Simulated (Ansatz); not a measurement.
# Run report: Ge, geometry relaxation (part 1 of 2)

The run: geometry relaxation of Ge (slab, 16 atoms in the cell). Method and program: DFT PBE+D3(BJ), scalar-relativistic, plane waves, PAW, no spin polarisation (Ansatz 0.2.0).

The structure derives from an entry of the Crystallography Open Database. The input holds or restrains some coordinates. Forces given for the steps count only the free coordinates. It belongs to a series of runs on one base structure; here: clean slab, lower planes held.

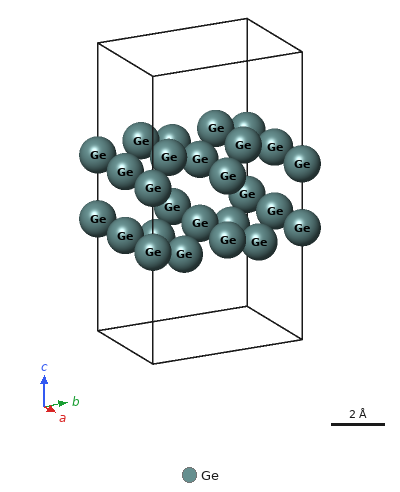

Fig. 1: The structure as given in the input (spheres-only view of the cell of the calculation, with the vacuum cut short, seen slightly off an axis). An atom can appear more than once, as a periodic image.

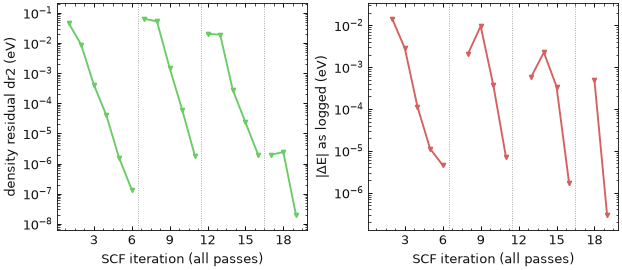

Fig. 2: Convergence of the self-consistent field: density residual dr2 and size of the energy change against the SCF iteration. The dotted lines part the SCF passes of the relaxation: geometry steps, rejected trials and re-solves on a re-selected basis. The passes take 6, 5, 5 and 3 iterations.

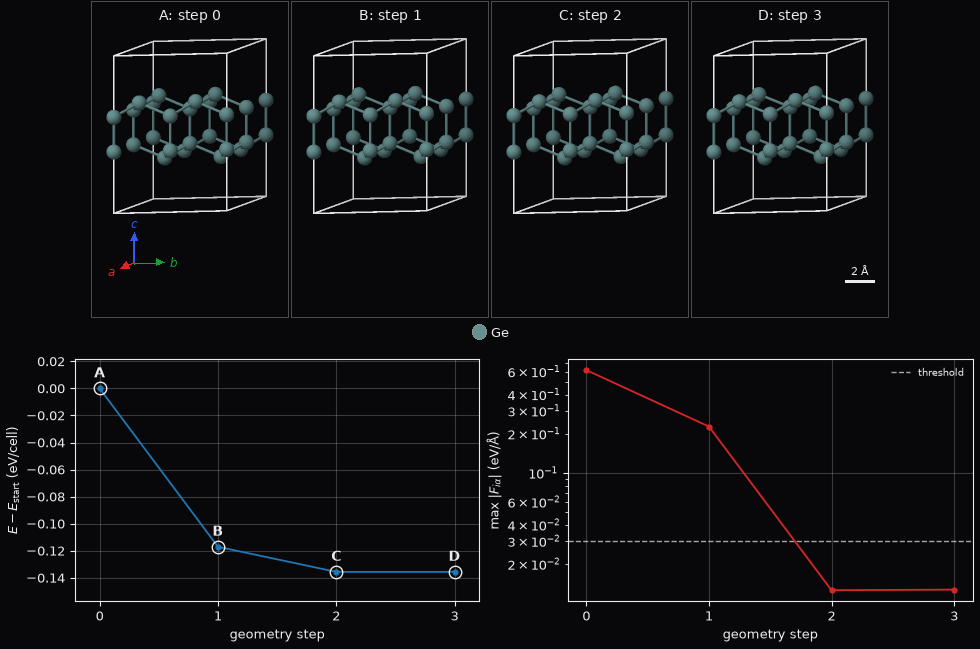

Fig. 3: Frames of the restrained relaxation (ball-and-stick view of the cell of the calculation, with the vacuum cut short, seen slightly off an axis) above the curves, on which the letters mark them (the first geometry is step 0 here and step 1 in the log).

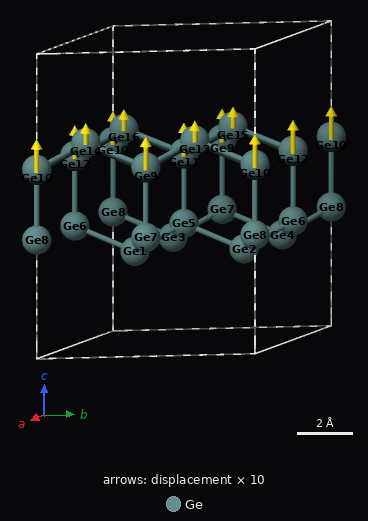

Fig. 4: Start (faint) and end (solid) with the displacements as yellow arrows, magnified 10 times (ball-and-stick view of the cell of the calculation, with the vacuum cut short, seen slightly off an axis). Over 3 geometry steps the energy falls by 0.136 eV per cell of the calculation. The largest force component goes from 0.62 to 0.013 eV/Å. The largest moves, 0.12 Å, are those of Ge9, Ge10, Ge11 and Ge12. The lattice vectors keep their values. Among the contacts that change: Ge5–Ge11 2.468 → 2.592 Å, Ge10–Ge13 2.468 → 2.454 Å. (Atoms are counted from 1 in the order of the input.)

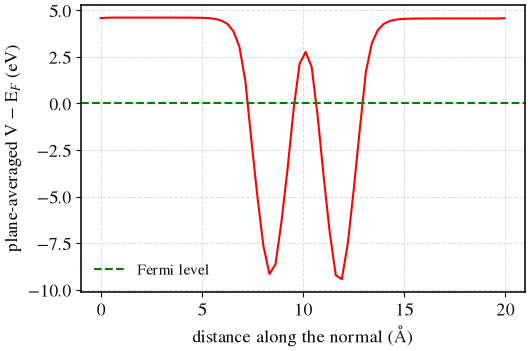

Fig. 5: Plane average of the electrostatic potential energy of an electron across the cell, from the Fermi level. The vacuum level lies 4.56 eV above the Fermi level on the upper side and 4.61 eV on the lower.

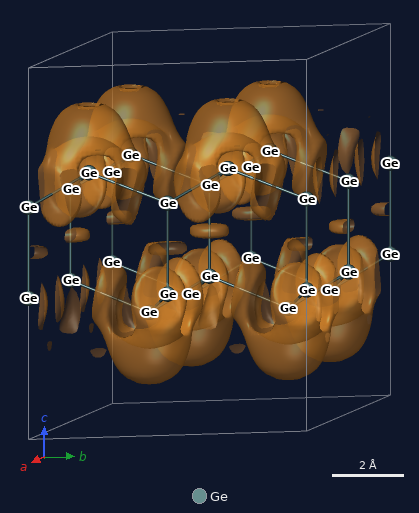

Fig. 6: Isosurface of the electron localisation function at 0.55 (orange), seen slightly off an axis. Only the valence region is drawn (cores and ρ < 0.01 e/Å³ removed). Sticks mark near contacts. Values along the shortest contacts: Ge–Ge (2.45 Å): the ELF peaks at about 0.75 between the atoms, which marks a covalent bond. Ge–Ge (2.59 Å): the ELF peaks at about 0.65 between the atoms. In a PAW calculation such maps are meaningful between the atoms, not at the nuclei.

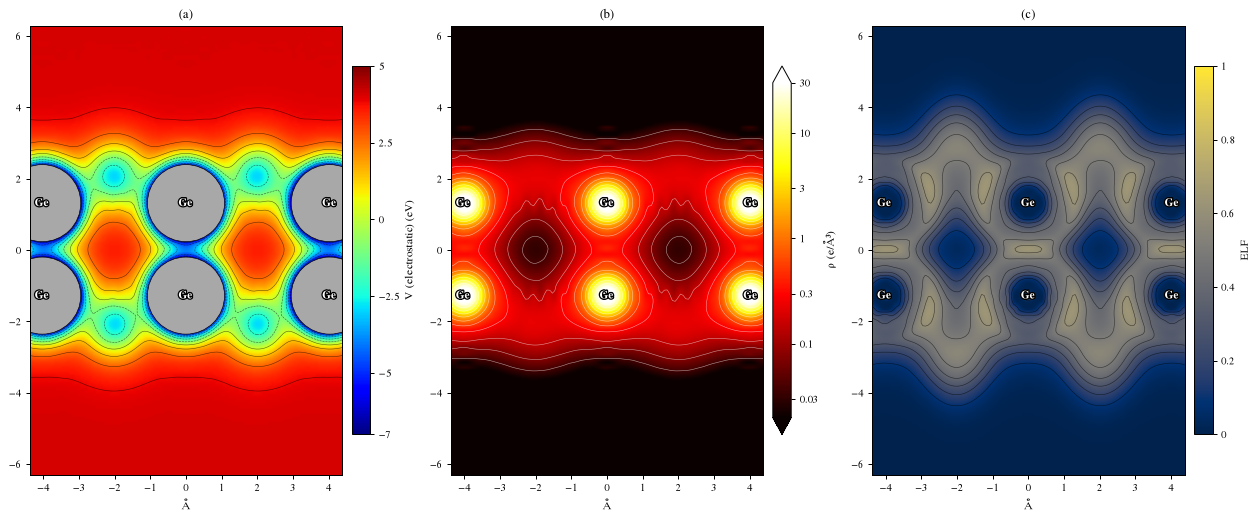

Fig. 7: (a) electrostatic potential energy of an electron; (b) valence charge density (pseudo); (c) ELF on the (010) plane of the calculation cell, a cut from vacuum to vacuum. Grey discs, where drawn, cover atomic cores. Atoms in the plane: Ge. Ge–Ge (2.59 Å): the density is about 0.42 e/Å³ at the midpoint, with its minimum of 0.3 e/Å³ about 1.2 Å from Ge; the ELF peaks at about 0.65 between the atoms. The density dies away to nearly zero in the vacuum.

The input and output of the run follow.

Input file
```yaml
crystal:
  lattice:
    - [8.0601468051, 0.0, 0.0]
    - [-4.0300734025, 6.9802918914, 0.0]
    - [0.0, 0.0, 20.1131764426]
  atoms:
    - { symbol: Ge, position: [0.6666666667, 0.3333333333, 0.397749208] }
    - { symbol: Ge, position: [0.6666666667, 0.8333333333, 0.397749208] }
    - { symbol: Ge, position: [0.1666666667, 0.3333333333, 0.397749208] }
    - { symbol: Ge, position: [0.1666666667, 0.8333333333, 0.397749208] }
    - { symbol: Ge, position: [0.5, 0.5, 0.4386495248] }
    - { symbol: Ge, position: [0.5, 0.0, 0.4386495248] }
    - { symbol: Ge, position: [0.0, 0.5, 0.4386495248] }
    - { symbol: Ge, position: [0.0, 0.0, 0.4386495248] }
    - { symbol: Ge, position: [0.0, 0.5, 0.5613504752] }
    - { symbol: Ge, position: [0.0, 0.0, 0.5613504752] }
    - { symbol: Ge, position: [0.5, 0.5, 0.5613504752] }
    - { symbol: Ge, position: [0.5, 0.0, 0.5613504752] }
    - { symbol: Ge, position: [0.8333333333, 0.6666666667, 0.602250792] }
    - { symbol: Ge, position: [0.8333333333, 0.1666666667, 0.602250792] }
    - { symbol: Ge, position: [0.3333333333, 0.6666666667, 0.602250792] }
    - { symbol: Ge, position: [0.3333333333, 0.1666666667, 0.602250792] }
basis:
  ecutwfc: 420
kpoints:
  mp_grid: { grid: [3, 3, 1] }
hamiltonian:
  xc: pbe
  dispersion: d3bj
scf:
  occupations: { method: gaussian, width: 0.1 }
output:
  forces: true
  eigenvalues: true
  write_density: true
  write_potential: true
  elf: true
  volumetric_format: npy
relax:
  adjacent_minimum: "off"
  f_tol: 0.03
  max_steps: 70
  constraints: [{ sites: [0, 1, 2, 3, 4, 5, 6, 7] }]
efield:
  axis: 3
  dipole_correction: true
  ramp_width: 0.04
```

Launched with:
```bash
ansatz run input.yaml --threads 4 --pin off --max-ram 10240MiB --backend cpu --events-out ev --progress --plain --runs-dir out
```

What the program printed
```
Engine: ansatz 0.2.0, x86_64-unknown-linux-gnu
Pseudopotentials: kind: paw
Pseudopotential: Ge, paw, valence charge 14, recommended cutoff 420 eV (normal), Ge.paw.azcp
Functional definition: PBE
  parameter kappa = 0.804
  parameter beta = 0.06672455060314922
  exchange = pbe_x(kappa = kappa, mu = beta*pi^2/3)
  correlation = pbe_c(beta = beta)
Crystal: 16 atoms, lattice volume = 1131.611 Å³
Basis set: ecut = 420 eV, 22153 PW (Γ), exchange–correlation on 108×108×270 points (8 copies of the dense FFT grid, shifted against one another)
Bands: 135, of which v1, the nominal top of the filled ones, is band 112 counted from 1 (111 counted from 0)
Symmetry: 24 space group operations
k-points: 3 of 9 (time reversal used)
Non-local potential: Ge, projectors of the file, l = 0: 2, l = 1: 2, l = 2: 3, l = 3: 1
PAW form: soft (Blöchl's): semilocal exchange-correlation on the pseudo side does not see the compensation charge
PAW one-centre angular grid: Ge, 590 points (default); XC on 64 Gauss nodes
Initial density: superposition of atomic densities (neutral atoms: chi_scale 0, normalization atom), corrected by the library's trained network
Initial wavefunctions: pseudopotential atomic-orbital guess
Functional: x = pbe(κ = 0.804, μ = 0.2195149727645171), c = pbe(β = 0.06672455060314922)
SCF iter   1: F=—  HF=-68716.970045 eV  |F-HF|=—  |Δ(HF+E_count)|=         —  Δρ=1.69e-3  dr2=4.71e-2  ethr=1.77e-3  p=0.000 e·Å  D=1.40e-14 V/Å  ΔV_dip=-0.00 eV  dr2_dipole=3.12e-7  V_vac-E_F(+/−)=4.57/4.57 eV  ⟨swp⟩=5.7  Hψ=1431  notcnv=0  defer=13
efield: sawtooth ramp at fractional position 0.9800 (placed from the atoms, in the widest stretch of the axis that holds none; the zero of the levels goes with the place), width 0.0400; the density the first Hamiltonian is built on has a dipole p = 0.000 e·Å; the dipole correction subtracts the counter field D = 1.40e-14 V/Å, which shifts the + side's vacuum level by -0.00 eV against the − side's; the planar-averaged density in the ramp window peaks in size at 2.5e-5 e/Å³
preconditioner: auto → LDOS  [insulator: Δε(μ)=0.226 eV  Ē_g=21.827 eV  σ=0.100 eV  W_gap=0.88  n_scr=186 (ndim 8)  ℏωp=16.5 eV  f_vac=0.625  D(μ)=1.95/eV (n_scr^D=2)  ε∞_Penn≈1.6  β→1.0]
SCF iter   2: F=—  HF=-68716.955758 eV  |F-HF|=—  |Δ(HF+E_count)|=   1.43e-2  Δρ=8.14e-4  dr2=8.86e-3  ethr=2.10e-5  p=0.000 e·Å  D=2.71e-5 V/Å  ΔV_dip=-0.00 eV  dr2_dipole=1.05e-6  V_vac-E_F(+/−)=4.55/4.55 eV  ⟨swp⟩=2.0  Hψ=815  notcnv=0  defer=27
SCF iter   3: F=—  HF=-68716.952965 eV  |F-HF|=—  |Δ(HF+E_count)|=   2.79e-3  Δρ=1.60e-4  dr2=4.18e-4  ethr=3.96e-6  p=-0.000 e·Å  D=-8.21e-6 V/Å  ΔV_dip=0.00 eV  dr2_dipole=1.24e-7  V_vac-E_F(+/−)=4.57/4.57 eV  ⟨swp⟩=2.0  Hψ=688  notcnv=0  defer=27
SCF iter   4: F=—  HF=-68716.952853 eV  |F-HF|=—  |Δ(HF+E_count)|=   1.12e-4  Δρ=5.15e-5  dr2=3.95e-5  ethr=1.87e-7  p=0.000 e·Å  D=2.64e-6 V/Å  ΔV_dip=-0.00 eV  dr2_dipole=1.18e-8  V_vac-E_F(+/−)=4.57/4.57 eV  ⟨swp⟩=2.0  Hψ=688  notcnv=0  defer=27
iter 5 did not close the SCF: its close was put off for the readings that it lacked (scf_convergence_deferred on its scf_iter line)
SCF iter   5: F=-68716.952847 eV  HF=-68716.952842 eV  |F-HF|=4.37e-6  |Δ(HF+E_count)|=   1.12e-5  Δρ=1.30e-5  dr2=1.56e-6  ethr=1.76e-8  p=-0.000 e·Å  D=-4.92e-7 V/Å  ΔV_dip=0.00 eV  dr2_dipole=2.79e-10  V_vac-E_F(+/−)=4.57/4.57 eV  ⟨swp⟩=2.0  Hψ=676  notcnv=0  defer=27
SCF iter   6: F=-68716.952847 eV  HF=-68716.952847 eV  |F-HF|=2.26e-7  |Δ(HF+E_count)|=   4.50e-6  Δρ=3.06e-6  dr2=1.37e-7  ethr=6.94e-10  p=0.000 e·Å  D=1.18e-7 V/Å  ΔV_dip=-0.00 eV  dr2_dipole=1.16e-11  V_vac-E_F(+/−)=4.57/4.57 eV  ⟨swp⟩=15.7  Hψ=3430  notcnv=0
SCF 1 converged in 6 iterations: F = -68716.952847 eV  dr2 = 1.37e-7
  greatest PAW one-centre occupation: 0.998 electrons in one spin orbital (limit 2), on the Ge atom at site 15 (counted from 0), in its partial waves of l = 2
relax step   1: F+E_penalty+E_count = -68716.95284696 eV  Δ(F+E_penalty+E_count) = +0.000e0 eV  max|allowed force component| = 6.167e-1 eV/Å  Δτ_max = 0.0000 Å  (6 SCF iters, dr2 threshold 2.25e-5 eV, accepted)
Initial density: handed on by an earlier stage of this run
Initial wavefunctions: those handed on with the density
iter 1 solved again at ethr=2.74e-5 eV; its pass at ethr=3.10e-3 eV (dr2=6.14e-2 eV) is discarded
SCF iter   1: F=—  HF=-68717.077664 eV  |F-HF|=—  |Δ(HF+E_count)|=         —  Δρ=2.24e-3  dr2=6.39e-2  ethr=2.74e-5  p=0.000 e·Å  D=4.35e-7 V/Å  ΔV_dip=-0.00 eV  dr2_dipole=2.67e-3  V_vac-E_F(+/−)=4.57/4.57 eV  ⟨swp⟩=2.0  Hψ=1190  notcnv=0  defer=50
efield: sawtooth ramp at fractional position 0.9800 (handed on by an earlier solve), width 0.0400; the density the first Hamiltonian is built on has a dipole p = 0.000 e·Å; the dipole correction subtracts the counter field D = 4.35e-7 V/Å, which shifts the + side's vacuum level by -0.00 eV against the − side's; the planar-averaged density in the ramp window peaks in size at 1.0e-5 e/Å³
preconditioner: auto → LDOS  [insulator: Δε(μ)=0.211 eV  Ē_g=21.807 eV  σ=0.100 eV  W_gap=0.86  n_scr=186 (ndim 8)  ℏωp=16.5 eV  f_vac=0.621  D(μ)=2.26/eV (n_scr^D=2)  ε∞_Penn≈1.6  β→1.0]
SCF iter   2: F=—  HF=-68717.079768 eV  |F-HF|=—  |Δ(HF+E_count)|=   2.10e-3  Δρ=1.04e-3  dr2=5.26e-2  ethr=2.74e-5  p=-0.010 e·Å  D=-1.53e-3 V/Å  ΔV_dip=0.03 eV  dr2_dipole=6.27e-3  V_vac-E_F(+/−)=4.62/4.59 eV  ⟨swp⟩=2.0  Hψ=710  notcnv=0  defer=50
SCF iter   3: F=—  HF=-68717.070248 eV  |F-HF|=—  |Δ(HF+E_count)|=   9.52e-3  Δρ=2.19e-4  dr2=1.51e-3  ethr=2.35e-5  p=0.006 e·Å  D=9.44e-4 V/Å  ΔV_dip=-0.02 eV  dr2_dipole=3.45e-4  V_vac-E_F(+/−)=4.56/4.58 eV  ⟨swp⟩=2.0  Hψ=445  notcnv=0  defer=50
SCF iter   4: F=—  HF=-68717.069877 eV  |F-HF|=—  |Δ(HF+E_count)|=   3.71e-4  Δρ=4.81e-5  dr2=6.03e-5  ethr=6.74e-7  p=0.004 e·Å  D=6.46e-4 V/Å  ΔV_dip=-0.01 eV  dr2_dipole=3.40e-7  V_vac-E_F(+/−)=4.57/4.58 eV  ⟨swp⟩=2.0  Hψ=462  notcnv=0  defer=50
SCF iter   5: F=-68717.069867 eV  HF=-68717.069870 eV  |F-HF|=2.16e-6  |Δ(HF+E_count)|=   7.10e-6  Δρ=1.43e-5  dr2=1.82e-6  ethr=1.06e-8  p=0.005 e·Å  D=7.44e-4 V/Å  ΔV_dip=-0.01 eV  dr2_dipole=1.03e-10  V_vac-E_F(+/−)=4.57/4.58 eV  ⟨swp⟩=18.0  Hψ=3982  notcnv=0
SCF 2 converged in 5 iterations: F = -68717.069867 eV  dr2 = 1.82e-6
relax step   2: F+E_penalty+E_count = -68717.06986746 eV  Δ(F+E_penalty+E_count) = -1.170e-1 eV  max|allowed force component| = 2.273e-1 eV/Å  Δτ_max = 0.0811 Å  (5 SCF iters, dr2 threshold 2.38e-5 eV, accepted)
SCF iter   1: F=—  HF=-68717.090433 eV  |F-HF|=—  |Δ(HF+E_count)|=         —  Δρ=1.05e-3  dr2=2.00e-2  ethr=5.20e-5  p=0.005 e·Å  D=7.44e-4 V/Å  ΔV_dip=-0.01 eV  dr2_dipole=3.29e-3  V_vac-E_F(+/−)=4.57/4.59 eV  ⟨swp⟩=2.7  Hψ=614  notcnv=0  defer=50
efield: sawtooth ramp at fractional position 0.9800 (handed on by an earlier solve), width 0.0400; the density the first Hamiltonian is built on has a dipole p = 0.005 e·Å; the dipole correction subtracts the counter field D = 7.44e-4 V/Å, which shifts the + side's vacuum level by -0.01 eV against the − side's; the planar-averaged density in the ramp window peaks in size at 8.1e-6 e/Å³
preconditioner: auto → LDOS  [insulator: Δε(μ)=0.150 eV  Ē_g=21.811 eV  σ=0.100 eV  W_gap=0.71  n_scr=186 (ndim 8)  ℏωp=16.5 eV  f_vac=0.621  D(μ)=3.70/eV (n_scr^D=4)  ε∞_Penn≈1.6  β→1.0]
SCF iter   2: F=—  HF=-68717.091020 eV  |F-HF|=—  |Δ(HF+E_count)|=   5.87e-4  Δρ=5.21e-4  dr2=1.92e-2  ethr=8.92e-6  p=0.025 e·Å  D=3.99e-3 V/Å  ΔV_dip=-0.08 eV  dr2_dipole=4.57e-3  V_vac-E_F(+/−)=4.56/4.64 eV  ⟨swp⟩=3.0  Hψ=805  notcnv=0  defer=50
SCF iter   3: F=—  HF=-68717.088767 eV  |F-HF|=—  |Δ(HF+E_count)|=   2.25e-3  Δρ=1.08e-4  dr2=2.76e-4  ethr=8.59e-6  p=0.013 e·Å  D=2.05e-3 V/Å  ΔV_dip=-0.04 eV  dr2_dipole=5.44e-5  V_vac-E_F(+/−)=4.56/4.61 eV  ⟨swp⟩=2.0  Hψ=413  notcnv=0  defer=50
SCF iter   4: F=—  HF=-68717.088423 eV  |F-HF|=—  |Δ(HF+E_count)|=   3.44e-4  Δρ=2.34e-5  dr2=2.35e-5  ethr=1.23e-7  p=0.015 e·Å  D=2.38e-3 V/Å  ΔV_dip=-0.05 eV  dr2_dipole=8.30e-6  V_vac-E_F(+/−)=4.56/4.61 eV  ⟨swp⟩=2.0  Hψ=451  notcnv=0  defer=50
SCF iter   5: F=-68717.088420 eV  HF=-68717.088421 eV  |F-HF|=1.24e-6  |Δ(HF+E_count)|=   1.67e-6  Δρ=6.99e-6  dr2=1.98e-6  ethr=1.44e-9  p=0.014 e·Å  D=2.30e-3 V/Å  ΔV_dip=-0.05 eV  dr2_dipole=3.19e-7  V_vac-E_F(+/−)=4.56/4.61 eV  ⟨swp⟩=17.7  Hψ=3848  notcnv=0
SCF 3 converged in 5 iterations: F = -68717.088420 eV  dr2 = 1.98e-6
  greatest PAW one-centre occupation: 0.998 electrons in one spin orbital (limit 2), on the Ge atom at site 3 (counted from 0), in its partial waves of l = 2
relax step   3: F+E_penalty+E_count = -68717.08842001 eV  Δ(F+E_penalty+E_count) = -1.855e-2 eV  max|allowed force component| = 1.258e-2 eV/Å  Δτ_max = 0.0430 Å  (5 SCF iters, dr2 threshold 3.23e-6 eV, accepted)
iter 1 solved again at ethr=8.78e-10 eV; its pass at ethr=3.10e-3 eV (dr2=1.97e-6 eV) is discarded
```
